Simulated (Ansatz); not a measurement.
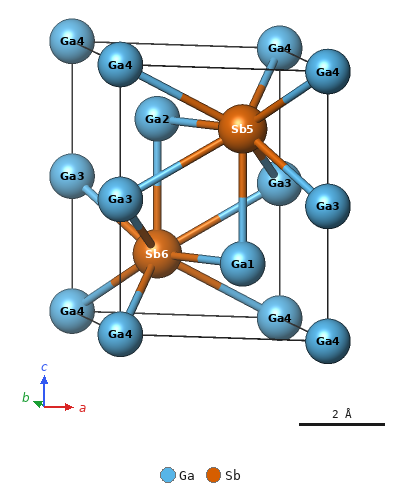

The structure as given in the input (ball-and-stick view of the cell of the calculation, seen slightly off an axis; atoms are numbered from 1 in the order of the input).

## What a change does: single-point calculation on Ga2Sb

System: Ga2Sb (P6₃/mmc, 6 atoms in the cell).
Method of run 1: DFT PBE, scalar-relativistic, plane waves, PAW, no spin polarisation (Ansatz 0.2.0).

The structure was made by swapping elements on the sites of another compound; it need not be a known phase. Text and figures count atoms from 1; the logs count them from 0 in places.

**Input, run 1**
```yaml
crystal:
  lattice:
    - [5.1173393127, 0.0, 0.0]
    - [-2.5586696563, 4.4317458446, 0.0]
    - [0.0, 0.0, 6.3944595184]
  atoms:
    - { symbol: Ga, position: [0.6666666667, 0.3333333333, 0.25] }
    - { symbol: Ga, position: [0.3333333333, 0.6666666667, 0.75] }
    - { symbol: Ga, position: [0.0, 0.0, 0.5] }
    - { symbol: Ga, position: [0.0, 0.0, 0.0] }
    - { symbol: Sb, position: [0.6666666667, 0.3333333333, 0.75] }
    - { symbol: Sb, position: [0.3333333333, 0.6666666667, 0.25] }
basis:
  ecutwfc: 420
kpoints:
  mp_grid: { grid: [6, 6, 4] }
hamiltonian:
  xc: pbe
scf:
  occupations: { method: gaussian, width: 0.1 }
output:
  forces: true
  stress: true
  eigenvalues: true
```

Hardware: 1 thread of an x86-64 CPU, shared host.

**Output, shortened to warnings, some set-up lines, iterations and results (run 1)**
```
Basis set: ecut = 420 eV, 2835 PW (Γ), exchange–correlation on 72×72×90 points (8 copies of the dense FFT grid, shifted against one another)
Symmetry: 24 space group operations
k-points: 21 of 144
Initial density: superposition of atomic densities (neutral atoms: chi_scale 0, normalization atom), corrected by the library's trained network
[...]
SCF iter   1: F=—  HF=-28100.571768 eV  |F-HF|=—  |Δ(HF+E_count)|=         —  Δρ=2.12e-3  dr2=8.91e-3  ethr=1.77e-3  ⟨swp⟩=6.1  Hψ=3843  notcnv=0
SCF iter   2: F=—  HF=-28100.567813 eV  |F-HF|=—  |Δ(HF+E_count)|=   3.95e-3  Δρ=1.08e-3  dr2=3.04e-3  ethr=1.09e-5  ⟨swp⟩=2.0  Hψ=2040  notcnv=0  defer=1
SCF iter   3: F=—  HF=-28100.567379 eV  |F-HF|=—  |Δ(HF+E_count)|=   4.34e-4  Δρ=5.53e-4  dr2=4.70e-4  ethr=3.71e-6  ⟨swp⟩=2.2  Hψ=1617  notcnv=0  defer=1
SCF iter   4: F=—  HF=-28100.567167 eV  |F-HF|=—  |Δ(HF+E_count)|=   2.12e-4  Δρ=2.10e-4  dr2=9.44e-5  ethr=5.73e-7  ⟨swp⟩=2.0  Hψ=1644  notcnv=0  defer=1
SCF iter   5: F=—  HF=-28100.567148 eV  |F-HF|=—  |Δ(HF+E_count)|=   1.92e-5  Δρ=1.08e-4  dr2=1.93e-5  ethr=1.15e-7  ⟨swp⟩=2.0  Hψ=1615  notcnv=0  defer=1
SCF iter   6: F=—  HF=-28100.567146 eV  |F-HF|=—  |Δ(HF+E_count)|=   2.64e-6  Δρ=3.40e-5  dr2=2.10e-6  ethr=2.35e-8  ⟨swp⟩=2.0  Hψ=1866  notcnv=0  defer=1
SCF iter   7: F=—  HF=-28100.567145 eV  |F-HF|=—  |Δ(HF+E_count)|=   7.84e-7  Δρ=1.19e-5  dr2=1.77e-7  ethr=2.56e-9  ⟨swp⟩=2.1  Hψ=1688  notcnv=0  defer=1
SCF iter   8: F=-28100.567145 eV  HF=-28100.567145 eV  |F-HF|=1.17e-7  |Δ(HF+E_count)|=   1.16e-8  Δρ=8.11e-6  dr2=5.19e-8  ethr=1.22e-10  ⟨swp⟩=8.6  Hψ=4245  notcnv=0
SCF 1 converged in 8 iterations: F = -28100.567145 eV  dr2 = 5.19e-8
SCF converged after 8 iterations
Free energy (F): -28100.567145 eV
Harris-Foulkes:  -28100.567145 eV  (|F-HF|=1.17e-7)
Internal energy: -28100.541124 eV  (E = F + TS)
E sigma→0 (E₀):  -28100.554134 eV
Entropy (-TS):   -0.026021 eV (-4.337 meV/atom)
Fermi energy:    8.972042 eV
--- Per-component energies (eV) ---
  E_band       = -538.003870
  E_kinetic    = 866.188227
  E_local      = -10559.886774  (includes V_loc(G=0)·N_el)
  E_nonlocal   = 2410.447037
  E_hartree    = 4885.914059
  E_xc         = -552.146609
  E_vxc        = -421.473449  (∫ρ·V_xc dr)
  E_paw        = -17088.996459  (= ΣΔE_a)
  E_vpaw       = -2605.124964  (= ΣTr[D̂ρ^β])
  E_aug_tail   = -0.000458  (compensation charges beyond the density's cutoff)
  E_ewald      = -8062.060148
  E_smearing   = -0.026021  (= −TS)
  E_closure    = 0.000000  (closes the sum)
  Σ components = -28100.567145   (vs F -28100.567145, Δ=0.00e0)
--- Forces (eV/Å), atoms counted from 1 ---
  atom   1  Ga     0.00000000    -0.00000000    -0.00000000
  atom   2  Ga    -0.00000000     0.00000000     0.00000000
  atom   3  Ga    -0.00000000     0.00000000     0.00000000
  atom   4  Ga     0.00000000    -0.00000000     0.00000000
  atom   5  Sb     0.00000000    -0.00000000     0.00000000
  atom   6  Sb     0.00000000     0.00000000    -0.00000000
  max |Σ_I F_I| component: 1.85e-17 eV/Å
--- Stress (GPa, compression-positive) ---
       -1.835214      -0.000000       0.000000
       -0.000000      -1.835214       0.000000
        0.000000       0.000000      -2.638064
  P = ⅓ Tr σ = -2.1028 GPa (-21.028 kbar)
```

The input of run 2 differs as follows (lines with − go, lines with + come):
```diff
-  mp_grid: { grid: [6, 6, 4] }
+  mp_grid: { grid: [9, 9, 6] }
```

Predict how the results change.

The free energy of run 2 is 11.8 meV per atom lower, which measures how much it depends on this numerical setting. The pressure goes from −2.10 to −2.39 GPa. The SCF takes 7 iterations against 8. The irreducible k-points go from 21 to 48.

**Output, shortened to warnings, some set-up lines, iterations and results (run 2)**
```
Basis set: ecut = 420 eV, 2835 PW (Γ), exchange–correlation on 72×72×90 points (8 copies of the dense FFT grid, shifted against one another)
Symmetry: 24 space group operations
k-points: 48 of 486
Initial density: superposition of atomic densities (neutral atoms: chi_scale 0, normalization atom), corrected by the library's trained network
[...]
SCF iter   1: F=—  HF=-28100.641597 eV  |F-HF|=—  |Δ(HF+E_count)|=         —  Δρ=2.26e-3  dr2=6.70e-3  ethr=1.77e-3  ⟨swp⟩=6.3  Hψ=8861  notcnv=0
SCF iter   2: F=—  HF=-28100.637994 eV  |F-HF|=—  |Δ(HF+E_count)|=   3.60e-3  Δρ=1.13e-3  dr2=2.07e-3  ethr=8.17e-6  ⟨swp⟩=2.0  Hψ=4746  notcnv=0  defer=1
SCF iter   3: F=—  HF=-28100.637787 eV  |F-HF|=—  |Δ(HF+E_count)|=   2.07e-4  Δρ=5.06e-4  dr2=2.75e-4  ethr=2.53e-6  ⟨swp⟩=2.2  Hψ=4057  notcnv=0  defer=1
SCF iter   4: F=—  HF=-28100.637670 eV  |F-HF|=—  |Δ(HF+E_count)|=   1.17e-4  Δρ=1.78e-4  dr2=5.40e-5  ethr=3.36e-7  ⟨swp⟩=2.0  Hψ=3765  notcnv=0  defer=1
SCF iter   5: F=—  HF=-28100.637660 eV  |F-HF|=—  |Δ(HF+E_count)|=   9.78e-6  Δρ=8.64e-5  dr2=7.66e-6  ethr=6.59e-8  ⟨swp⟩=2.0  Hψ=3781  notcnv=0  defer=1
SCF iter   6: F=—  HF=-28100.637659 eV  |F-HF|=—  |Δ(HF+E_count)|=   7.28e-7  Δρ=2.02e-5  dr2=7.62e-7  ethr=9.34e-9  ⟨swp⟩=2.0  Hψ=4260  notcnv=0  defer=1
SCF iter   7: F=-28100.637659 eV  HF=-28100.637659 eV  |F-HF|=3.24e-8  |Δ(HF+E_count)|=   1.94e-7  Δρ=5.45e-6  dr2=5.16e-8  ethr=1.22e-10  ⟨swp⟩=7.1  Hψ=12152  notcnv=0
SCF 1 converged in 7 iterations: F = -28100.637659 eV  dr2 = 5.16e-8
SCF converged after 7 iterations
Free energy (F): -28100.637659 eV
Harris-Foulkes:  -28100.637659 eV  (|F-HF|=3.24e-8)
Internal energy: -28100.620708 eV  (E = F + TS)
E sigma→0 (E₀):  -28100.629184 eV
Entropy (-TS):   -0.016951 eV (-2.825 meV/atom)
Fermi energy:    8.923080 eV
--- Per-component energies (eV) ---
  E_band       = -538.516277
  E_kinetic    = 865.942439
  E_local      = -10559.642003  (includes V_loc(G=0)·N_el)
  E_nonlocal   = 2410.761442
  E_hartree    = 4885.831869
  E_xc         = -551.935547
  E_vxc        = -421.233189  (∫ρ·V_xc dr)
  E_paw        = -17089.518301  (= ΣΔE_a)
  E_vpaw       = -2606.020364  (= ΣTr[D̂ρ^β])
  E_aug_tail   = -0.000458  (compensation charges beyond the density's cutoff)
  E_ewald      = -8062.060148
  E_smearing   = -0.016951  (= −TS)
  E_closure    = -0.000000  (closes the sum)
  Σ components = -28100.637659   (vs F -28100.637659, Δ=0.00e0)
--- Forces (eV/Å), atoms counted from 1 ---
  atom   1  Ga     0.00000000    -0.00000000     0.00000000
  atom   2  Ga    -0.00000000     0.00000000    -0.00000000
  atom   3  Ga    -0.00000000    -0.00000000     0.00000000
  atom   4  Ga     0.00000000     0.00000000     0.00000000
  atom   5  Sb    -0.00000000    -0.00000000     0.00000000
  atom   6  Sb    -0.00000000     0.00000000    -0.00000000
  max |Σ_I F_I| component: 9.25e-18 eV/Å
--- Stress (GPa, compression-positive) ---
       -2.079770      -0.000000       0.000000
       -0.000000      -2.079770       0.000000
        0.000000       0.000000      -3.006230
  P = ⅓ Tr σ = -2.3886 GPa (-23.886 kbar)
```

**The two runs side by side**

```tsv
quantity	run 1	run 2
outcome	converged	converged
free energy per atom (eV)	−4683.4279	−4683.4396
energy per atom, smearing taken to zero (eV)	−4683.4257	−4683.4382
gap on the mesh (eV)	0.00	0.00
pressure (GPa)	−2.10	−2.39
largest force (eV/Å)	0.000	0.000
SCF iterations	8	7
irreducible k-points	21	48
plane waves at Γ	2835	2835
wall time (shared host)	4.5 s	9.5 s
```
